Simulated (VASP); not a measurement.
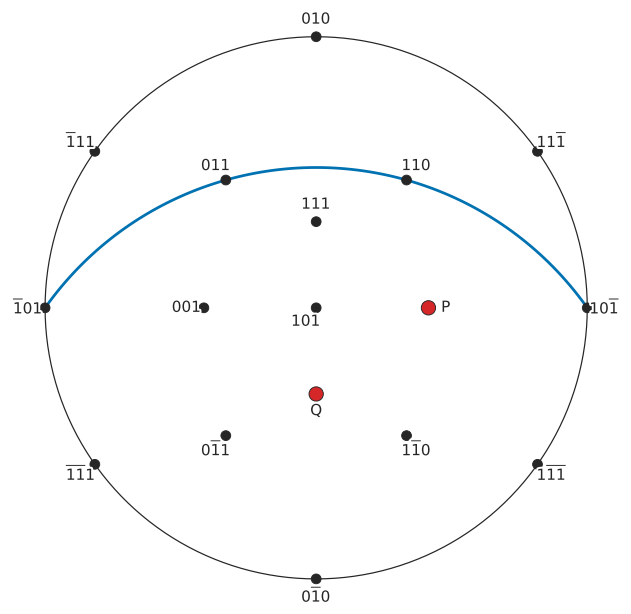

Stereographic projection of plane normals (upper hemisphere) centred on (1 0 1). Crystal: Sb, a cell listed in the Materials Project, as set up for an electronic-structure calculation. The drawing is computed from the coordinates (standard cell, symmetry found to 0.002 Å).

a = 4.742 Å, b = 4.742 Å, c = 4.742 Å, α = 90.00°, β = 90.00°, γ = 90.00°.

Question: Index the poles marked P, Q.

Answer: P is (1 0 0), 45.0° from the centre; Q is (1 −1 1), 35.3° from the centre.

Question: Which zone does the coloured great circle trace?

Answer: The zone [1 −1 1]: its poles satisfy h − k + l = 0.

Question: What is the angle between the normals of (1 −1 1) and (−1 1 1), and what are their d_hkl = 1/|g|?

Answer: 109.5°; d = 2.738 Å and 2.738 Å.
